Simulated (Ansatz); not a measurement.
## Run report: Si25O48 (charge −1), geometry relaxation (part 3 of 3)

Continued. System: Si25O48 (defect cell, 73 atoms in the cell, total charge −1). Method: DFT, PBEsol, PAW, plane waves (Ansatz 0.2.0); cutoff 420 eV, 1×1×1 k-mesh, Fermi–Dirac smearing of 0.01 eV. 

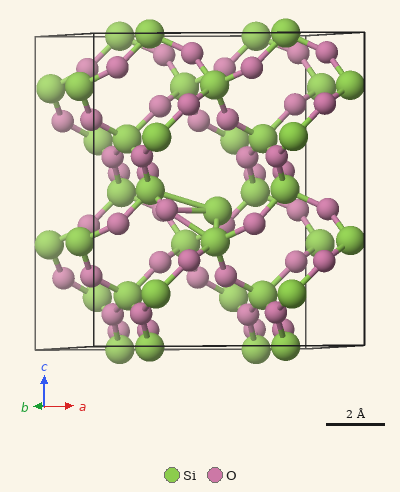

**Figure 1.** The input geometry (ball-and-stick view of the cell of the calculation, seen at an oblique angle).

Output, continued:
```
--- Forces (eV/Å), atoms counted from 1 ---
  atom   1  Si     0.00646780    -0.00073761     0.00155004
  atom   2  Si     0.01333166     0.00148922    -0.00297755
  atom   3  Si     0.00231572    -0.00532485     0.00214578
  atom   4  Si    -0.00299095     0.00907291     0.00560625
  atom   5  Si     0.00127754     0.00590299     0.00162166
  atom   6  Si    -0.00447208     0.00153783     0.00230985
  atom   7  Si     0.00390044    -0.00236363    -0.00118863
  atom   8  Si     0.00930130     0.01059416     0.00058218
  atom   9  Si    -0.00116737     0.00309541     0.01258865
  atom  10  Si     0.00232667    -0.00367112    -0.00299479
  atom  11  Si    -0.00246712    -0.00338755    -0.00052624
  atom  12  Si     0.00322252     0.00814200     0.00602692
  atom  13  Si    -0.00821290     0.00393530    -0.00024499
  atom  14  Si     0.00387067    -0.00377735    -0.00117650
  atom  15  Si    -0.00063095     0.00212361     0.00112714
  atom  16  Si    -0.00439983     0.00292969     0.01164052
  atom  17  Si     0.00209743     0.00311360     0.00649417
  atom  18  Si     0.00180072    -0.00759231    -0.00386292
  atom  19  Si    -0.00405028    -0.00835609    -0.00082313
  atom  20  Si     0.00441059     0.00191211     0.00163501
  atom  21  Si    -0.00319908     0.00596355    -0.00454636
  atom  22  Si     0.00266691     0.00394715     0.00943045
  atom  23  Si    -0.00234410     0.00799794     0.00163566
  atom  24  Si    -0.01058492    -0.01148828     0.00201110
  atom  25  Si     0.00067982     0.00292626     0.00077231
  atom  26  O     -0.00161748     0.00345442    -0.00225443
  atom  27  O     -0.01183590     0.00340513     0.00320063
  atom  28  O      0.00004402     0.00919176    -0.00392638
  atom  29  O      0.00477234     0.00043366    -0.00382761
  atom  30  O      0.00376034    -0.00210768     0.00308532
  atom  31  O      0.00116564     0.00001939     0.00123833
  atom  32  O     -0.00079821     0.00030883     0.00014687
  atom  33  O      0.00960327    -0.00562384     0.00010628
  atom  34  O     -0.00071916    -0.00057969    -0.00450230
  atom  35  O     -0.00001935    -0.00045238     0.00111764
  atom  36  O      0.00280128    -0.00068751    -0.00197548
  atom  37  O     -0.00359540    -0.00582015    -0.00781537
  atom  38  O     -0.00591840    -0.00873541    -0.00291938
  atom  39  O      0.00536674     0.00071781     0.00239265
  atom  40  O     -0.00536623     0.00417317    -0.00151047
  atom  41  O     -0.00836139    -0.00531685    -0.00676510
  atom  42  O      0.00450885     0.00175870    -0.00901724
  atom  43  O      0.00016093    -0.00345876     0.00260447
  atom  44  O     -0.00237652     0.00003747    -0.00361992
  atom  45  O      0.00101346     0.00187587    -0.00238502
  atom  46  O      0.01231566    -0.00743622    -0.00640808
  atom  47  O     -0.00176633     0.00023657     0.00107499
  atom  48  O      0.00660891     0.00040560     0.00430358
  atom  49  O     -0.00483467    -0.00685623    -0.00472629
  atom  50  O     -0.00825066     0.00563140    -0.00341877
  atom  51  O     -0.00793576     0.00356142    -0.00565736
  atom  52  O      0.00077933    -0.00458436     0.00022488
  atom  53  O      0.00907614     0.00286486     0.00231049
  atom  54  O      0.00312125    -0.00858687    -0.00965427
  atom  55  O      0.00666407     0.00454558     0.00316105
  atom  56  O      0.00932346     0.00457152    -0.00467815
  atom  57  O      0.00237435     0.00244187     0.00121329
  atom  58  O      0.00073792     0.00465418    -0.00130578
  atom  59  O     -0.00326862    -0.00813647     0.00270091
  atom  60  O      0.00056666     0.00432703    -0.00113009
  atom  61  O     -0.00599808     0.00284225    -0.00656164
  atom  62  O      0.00267915    -0.00174642     0.00641770
  atom  63  O     -0.00701222     0.00558068    -0.00241192
  atom  64  O     -0.00522582    -0.00453086     0.00398497
  atom  65  O     -0.00029369     0.00171423    -0.00544285
  atom  66  O     -0.00320428    -0.00385929     0.00238397
  atom  67  O     -0.00122629    -0.00446992    -0.00237720
  atom  68  O     -0.00290040    -0.00445215     0.00169024
  atom  69  O     -0.00468097    -0.00097467     0.00513866
  atom  70  O     -0.00322374    -0.00743969     0.00009505
  atom  71  O     -0.00478869    -0.00423978    -0.00006837
  atom  72  O      0.00094450    -0.00588809     0.00427968
  atom  73  O      0.00367846     0.00929087     0.00262108
  max |Σ_I F_I| component: 4.59e-5 eV/Å
--- Charged-cell corrections in eV (Makov–Payne, q = -1.000 e, ε = 4.500) ---
  F (periodic)     = -42528.418183  (uncorrected; the corrections below are reported, never added to it)
  E_corr1          = +0.465349  (monopole, q²α_M/2εL)
  F Makov-Payne    = -42527.952834  (F + E_corr1; no measured alignment; for a localised charge, not one spread in a band: unchecked)
--- Band table (eV) ---
  k-point 0 ↑: bands = ["-16.7001", "-16.5830", "-16.5448", "-16.4638", "-16.3766", "-16.2873", "-16.1799", "-16.1541", "-16.0391", "-15.9769", ... 58 levels left out ..., "-3.6304", "-3.4227", "-3.3410", "-3.1864", "-3.0874", "-3.0678", "-3.0116", "-2.9298", "-2.8987", "-2.8632", "-2.8141", "-2.7776", "-2.7616", "-2.7240", "-2.6889", "-2.6388", "-2.5650", "-2.5378", "-2.4707", "-2.4453", "-2.3978", "-2.3342", "-2.2798", "-2.2370", "-2.1620", "-2.0767", "-1.9936", "-1.5452", "-1.1229",
      "-0.8683", "-0.8253", "-0.8054", "-0.7435", "-0.7065", "-0.6559", "-0.6400", "-0.5798", "-0.5474", "-0.5101", "-0.4710", "-0.4200", "-0.3818", "-0.3500", "-0.3194", "-0.2842", "-0.2431", "-0.1860", "-0.1830", "-0.1413", "-0.0789", "-0.0537", "0.0000", "0.0177", "0.1121", "0.1407", "0.1712", "0.2000", "0.2530", "0.2867", "0.3201", "0.3532", "0.3986", "0.4616", "0.4928", "0.5169", "0.5391", "0.5904", "0.6122", "0.6679",
      "0.6995", "0.7352", "0.7808", "0.8317", "0.8618", "0.9035", "0.9148", "0.9596", "1.0023", "1.0403", "1.0720", "1.0821", "1.1099", "1.1439", "1.1647", "1.1989", "1.2392", "1.2652", "1.3092", "1.3353", "1.3751", "1.3987", "1.4241", "1.4429", "1.4661", "1.5364", "1.5552", "1.5758", "1.6146", "1.6395", "1.6689", "1.7097", "1.7380", "1.7836", "1.8327", "1.8561", "1.8812", "1.9214", "1.9591", "1.9821",
      "2.0459", "2.0516", "2.0982", "2.1390", "2.1717", "2.2161", "2.2436", "2.2772", "2.2955", "2.3802", "2.4111", "2.4473", "2.4977", "2.7572", "2.8578", "3.0107", "5.0908", "6.5717", "8.9694", "9.2815", "9.7446", "9.8304", "9.9887", "10.1572", "10.5061", "10.5729", "10.7907", "11.0111", "11.1001", "11.2252", "11.2481", "11.3196", "11.3378", "11.4389", "11.4914", "11.5203", "11.5971", "11.6072", "11.6842", "11.6955",
      "11.7567", "11.8161", "11.8655", "11.8965", "11.9830", "12.0106", "12.0642", "12.1011", "12.1454", "12.1696", "12.2373", "12.2802", "12.3496", "12.3901", "12.4349", "12.4697", "12.5321", "12.5639", "12.5761", "12.6328", "12.6663", "12.7079", "12.7595", "12.8080", "12.8467", "12.9191", "12.9487", "13.0172", "13.0414", "13.1450", "13.1848", "13.2437", "13.2964", "13.3395", "13.3877", "13.4736", "13.5180", "13.5735", "13.6481", "13.6996",
      "13.7582", "13.8033", "13.8584", "13.9484", "14.0039", "14.0688", "14.1004", "14.1468", "14.1817", "14.2591", "14.2855"]
  k-point 0 ↓: bands = ["-16.6981", "-16.5813", "-16.5420", "-16.4621", "-16.3746", "-16.2846", "-16.1742", "-16.1520", "-16.0360", "-15.9745", ... 58 levels left out ..., "-3.6218", "-3.4136", "-3.3321", "-3.1814", "-3.0847", "-3.0567", "-2.9847", "-2.9105", "-2.8881", "-2.8597", "-2.8056", "-2.7735", "-2.7535", "-2.7188", "-2.6820", "-2.6328", "-2.5421", "-2.5295", "-2.4598", "-2.4356", "-2.3933", "-2.3300", "-2.2753", "-2.2295", "-2.1494", "-2.0716", "-1.9860", "-1.5195", "-1.0647",
      "-0.8536", "-0.8191", "-0.7932", "-0.7320", "-0.6955", "-0.6473", "-0.6295", "-0.5733", "-0.5432", "-0.5034", "-0.4532", "-0.4131", "-0.3766", "-0.3443", "-0.3134", "-0.2646", "-0.2376", "-0.1791", "-0.1666", "-0.1243", "-0.0733", "-0.0460", "0.0045", "0.0248", "0.1178", "0.1490", "0.1772", "0.2114", "0.2696", "0.2963", "0.3272", "0.3607", "0.4095", "0.4684", "0.5022", "0.5277", "0.5480", "0.6037", "0.6173", "0.6783",
      "0.7123", "0.7441", "0.7863", "0.8452", "0.8696", "0.9128", "0.9220", "0.9675", "1.0096", "1.0460", "1.0776", "1.0870", "1.1157", "1.1529", "1.1706", "1.2116", "1.2477", "1.2735", "1.3170", "1.3446", "1.3815", "1.4041", "1.4311", "1.4521", "1.4725", "1.5457", "1.5612", "1.5831", "1.6224", "1.6463", "1.6797", "1.7180", "1.7475", "1.7897", "1.8440", "1.8736", "1.8951", "1.9333", "1.9658", "1.9900",
      "2.0529", "2.0670", "2.1086", "2.1509", "2.1841", "2.2223", "2.2480", "2.2923", "2.3028", "2.3909", "2.4162", "2.4575", "2.5100", "2.7777", "2.9379", "3.1250", "5.2966", "7.6331", "9.0285", "9.3758", "9.7757", "9.8747", "10.0932", "10.3023", "10.5715", "10.6478", "10.8621", "11.0429", "11.1202", "11.2433", "11.2959", "11.3406", "11.3539", "11.4596", "11.5090", "11.5364", "11.6111", "11.6264", "11.6953", "11.7117",
      "11.7676", "11.8354", "11.8823", "11.9324", "12.0004", "12.0332", "12.0737", "12.1136", "12.1569", "12.1866", "12.2491", "12.3002", "12.3606", "12.4091", "12.4509", "12.4807", "12.5434", "12.5787", "12.5949", "12.6516", "12.6819", "12.7421", "12.7798", "12.8179", "12.8745", "12.9418", "12.9866", "13.0373", "13.0630", "13.1569", "13.2140", "13.2585", "13.3063", "13.3679", "13.4028", "13.4988", "13.5363", "13.5891", "13.6635", "13.7239",
      "13.7809", "13.8352", "13.8698", "13.9791", "14.0168", "14.0777", "14.1258", "14.1685", "14.2003", "14.2839", "14.3071"]
--- Relaxed structure (29 steps of the walk, 24 accepted, 0 SCFs on fresh bases) ---
  F+E_penalty+E_count = -42528.41818270 eV   max|allowed force component| = 1.333e-2 eV/Å
  atoms:
    - { symbol: Si, position: [0.23686492838876122, 0.9770076143958788, 0.15843377993309868] }
    - { symbol: Si, position: [0.22282489056069743, 1.0062256036063688, 0.6692262373717479] }
    - { symbol: Si, position: [0.24996447025987129, 0.5005929467399687, 0.16695693115027657] }
    - { symbol: Si, position: [0.22765672909690163, 0.52789824066975, 0.6808197337486278] }
    - { symbol: Si, position: [0.7314809293720149, 0.9947675786538092, 0.16989432110379085] }
    - { symbol: Si, position: [0.7737259650867315, 0.037168034702877224, 0.662647322172416] }
    - { symbol: Si, position: [0.7193022936257623, 0.4790428265922378, 0.16397141732929] }
    - { symbol: Si, position: [0.7148629918366862, 0.4978340718805486, 0.6414479750012303] }
    - { symbol: Si, position: [0.010143438951834644, 0.23550022126437553, 0.3285213926316204] }
    - { symbol: Si, position: [1.0287710593859094, 0.26673587948617566, 0.8528439136375476] }
    - { symbol: Si, position: [0.9846331375238377, 0.7212273775693232, 0.32631779601963534] }
    - { symbol: Si, position: [-0.02563088382180745, 0.7155414903246776, 0.8232430223396566] }
    - { symbol: Si, position: [0.5106670207985216, 0.19337305589410345, 0.31868184476691325] }
    - { symbol: Si, position: [0.5050457505878465, 0.2306829331267821, 0.8317785497168012] }
    - { symbol: Si, position: [0.490458804447526, 0.7450109168162894, 0.34770746430279775] }
    - { symbol: Si, position: [0.5117269492757837, 0.7472300638731106, 0.8145112799170373] }
    - { symbol: Si, position: [0.27560393822510887, 0.25504532922625484, 0.012082291595251607] }
    - { symbol: Si, position: [0.2402086809792002, 0.2841759469250213, 0.5243883137754307] }
    - { symbol: Si, position: [0.25010966569881043, 0.7487427283789243, 0.9809265113363401] }
    - { symbol: Si, position: [0.23855612895946865, 0.7669389993692954, 0.5062719474864621] }
    - { symbol: Si, position: [0.7559240156929865, 0.2500214549886596, 0.000810876072764374] }
    - { symbol: Si, position: [0.7711265129458167, 0.2637617187772001, 0.4841596841810985] }
    - { symbol: Si, position: [0.7366509970607749, 0.7410111489293065, 1.001172832170593] }
    - { symbol: Si, position: [0.7789104906401705, 0.7908297715530703, 0.5043473075524104] }
    - { symbol: Si, position: [0.5005367302465168, 0.41186753817738686, 0.49302344294521944] }
    - { symbol: O, position: [0.21164731429374276, 0.11996889486473057, 0.11669063310026061] }
    - { symbol: O, position: [0.18519360112483263, 0.13823761236448245, 0.6220501951385022] }
    - { symbol: O, position: [0.22761852996681117, 0.628441727425379, 0.0909940663985606] }
    - { symbol: O, position: [0.1890124698922641, 0.6579261529558758, 0.628402371417996] }
    - { symbol: O, position: [0.6892099850832403, 0.11776218795958944, 0.10723983785658958] }
    - { symbol: O, position: [0.7046471946470596, 0.13522358634654819, 0.5949862777216408] }
    - { symbol: O, position: [0.6862276209268913, 0.6118291009554372, 0.10965010343390898] }
    - { symbol: O, position: [0.7523479269353796, 0.6830779516796456, 0.6225696083134553] }
    - { symbol: O, position: [0.3743145633697397, 0.03238262218292541, 0.2599992200244632] }
    - { symbol: O, position: [0.37148488686435954, 0.0768152394925272, 0.7622409684272163] }
    - { symbol: O, position: [0.3691456622804529, 0.5828489468647015, 0.2808060775410416] }
    - { symbol: O, position: [0.4135504962118, 0.6147476743491009, 0.7118861343516556] }
    - { symbol: O, position: [0.8792085364178387, 0.07566321384068457, 0.2624665545891562] }
    - { symbol: O, position: [0.9214954105658278, 0.14892689046083005, 0.7471987297783558] }
    - { symbol: O, position: [0.8502865451575516, 0.5562500962793678, 0.2711227780340051] }
    - { symbol: O, position: [0.8639367411524079, 0.5606666158144482, 0.7469811044816191] }
    - { symbol: O, position: [0.44948941130401343, 0.22613186057731066, 0.44482946340496154] }
    - { symbol: O, position: [0.4311679068514154, 0.27317886524439644, 0.9493353506965363] }
    - { symbol: O, position: [0.40019840166867476, 0.7929282892751457, 0.4473244739848644] }
    - { symbol: O, position: [0.3961132202175539, 0.784803382779088, 0.8934668348529844] }
    - { symbol: O, position: [0.9374690941635134, 0.296342202721104, 0.4328656638344026] }
    - { symbol: O, position: [0.9230587906222458, 0.27306819881728295, 0.9624224747715687] }
    - { symbol: O, position: [0.9147403300157948, 0.8018577001016973, 0.415016891980841] }
    - { symbol: O, position: [0.8871266860443334, 0.7658524578548778, 0.9265510699512294] }
    - { symbol: O, position: [0.14095750029080517, 0.20851148695281263, 0.39529132918472226] }
    - { symbol: O, position: [0.14120582581815264, 0.20612990856723157, 0.9081719918837665] }
    - { symbol: O, position: [0.10523027718204234, 0.6870133626856986, 0.4014546149530117] }
    - { symbol: O, position: [0.09299570641356178, 0.6803793753853835, 0.9019787035863752] }
    - { symbol: O, position: [0.6639678826272891, 0.18593140615848253, 0.3608315544368223] }
    - { symbol: O, position: [0.6357068781407238, 0.19175271842746316, 0.8859969472615788] }
    - { symbol: O, position: [0.6222840494115808, 0.7294252593288325, 0.422052049651218] }
    - { symbol: O, position: [0.5914041020495107, 0.6800134074181599, 0.9067667812241256] }
    - { symbol: O, position: [0.08429234129336013, 0.3681882717930311, 0.2215389558431311] }
    - { symbol: O, position: [0.13317422912470855, 0.44487558924099113, 0.8052535856538096] }
    - { symbol: O, position: [0.073711358655349, 0.8394924254359133, 0.21311670190802798] }
    - { symbol: O, position: [0.07238241977834725, 0.8714506803322739, 0.7399324631171529] }
    - { symbol: O, position: [0.560314522921316, 0.3339056465108835, 0.21847421158867492] }
    - { symbol: O, position: [0.5811996565535533, 0.3780802568319527, 0.7422254870743263] }
    - { symbol: O, position: [0.5734442160249698, 0.8740232487242592, 0.24116732212164332] }
    - { symbol: O, position: [0.639715234468077, 0.9049191793676581, 0.7479321967108069] }
    - { symbol: O, position: [0.3175416175299245, 0.4198563556609346, 0.07471018614548613] }
    - { symbol: O, position: [0.17537373124484135, 0.3948389471587996, 0.5793852423544379] }
    - { symbol: O, position: [0.28900384114266836, 0.9145818194598514, 0.04054488225799447] }
    - { symbol: O, position: [0.2610912923101396, 0.9319787449444195, 0.549900484410747] }
    - { symbol: O, position: [0.7831502259345638, 0.41434012809246756, 0.054703614183405115] }
    - { symbol: O, position: [0.7912972924158986, 0.4228171250418224, 0.5416293272175045] }
    - { symbol: O, position: [0.7716857163776419, 0.9047189879368092, 0.06344724638751163] }
    - { symbol: O, position: [0.8317921206874964, 0.9639567054152975, 0.5555850484998405] }
--- Löwdin populations: 73 sites ---
  site symbol       q [e]    m [muB]
     0     Si      2.2389     0.0002
     1     Si      2.2520     0.0005
     2     Si      2.2411     0.0014
     3     Si      2.2576    -0.0002
     4     Si      2.2453     0.0003
     5     Si      2.2394     0.0001
     6     Si      2.2471     0.0022
     7     Si      2.5102     0.0273
     8     Si      2.2555    -0.0003
     9     Si      2.2360    -0.0000
    10     Si      2.2382     0.0003
    11     Si      2.2669     0.0000
    12     Si      2.2743    -0.0005
    13     Si      2.2534     0.0041
    14     Si      2.2414     0.0019
    15     Si      2.2398     0.0000
    16     Si      2.2430     0.0003
    17     Si      2.6483     0.0230
    18     Si      2.2431     0.0001
    19     Si      2.2434     0.0004
    20     Si      2.2411     0.0002
    21     Si      2.2692     0.0017
    22     Si      2.2424     0.0002
    23     Si      2.2642     0.0049
    24     Si      3.8086     0.7565
    25      O      6.7745     0.0002
    26      O      6.7665     0.0150
    27      O      6.7806     0.0004
    28      O      6.7700     0.0000
    29      O      6.7777     0.0001
    30      O      6.7752    -0.0000
    31      O      6.7762     0.0003
    32      O      6.7740     0.0018
    33      O      6.7678    -0.0000
    34      O      6.7778    -0.0002
    35      O      6.7750     0.0051
    36      O      6.7736     0.0006
    37      O      6.7723    -0.0001
    38      O      6.7751     0.0001
    39      O      6.7740     0.0014
    40      O      6.7791     0.0004
    41      O      6.7535     0.0487
    42      O      6.7817     0.0011
    43      O      6.7769     0.0005
    44      O      6.7804     0.0000
    45      O      6.7727     0.0003
    46      O      6.7793     0.0000
    47      O      6.7748     0.0007
    48      O      6.7817     0.0000
    49      O      6.7652     0.0013
    50      O      6.7752     0.0001
    51      O      6.7740     0.0001
    52      O      6.7760     0.0001
    53      O      6.7763    -0.0003
    54      O      6.7724     0.0019
    55      O      6.7751     0.0202
    56      O      6.7756     0.0000
    57      O      6.7787     0.0000
    58      O      6.7715    -0.0001
    59      O      6.7788     0.0000
    60      O      6.7815     0.0005
    61      O      6.7726     0.0043
    62      O      6.7718     0.0385
    63      O      6.7780     0.0005
    64      O      6.7787     0.0000
    65      O      6.7744     0.0001
    66      O      6.7705     0.0032
    67      O      6.7794     0.0000
    68      O      6.7723     0.0004
    69      O      6.7745     0.0001
    70      O      6.7644     0.0046
    71      O      6.7798     0.0000
    72      O      6.7704     0.0006
  spilling = 0.013835 (of n_electrons = 389.000000)
```
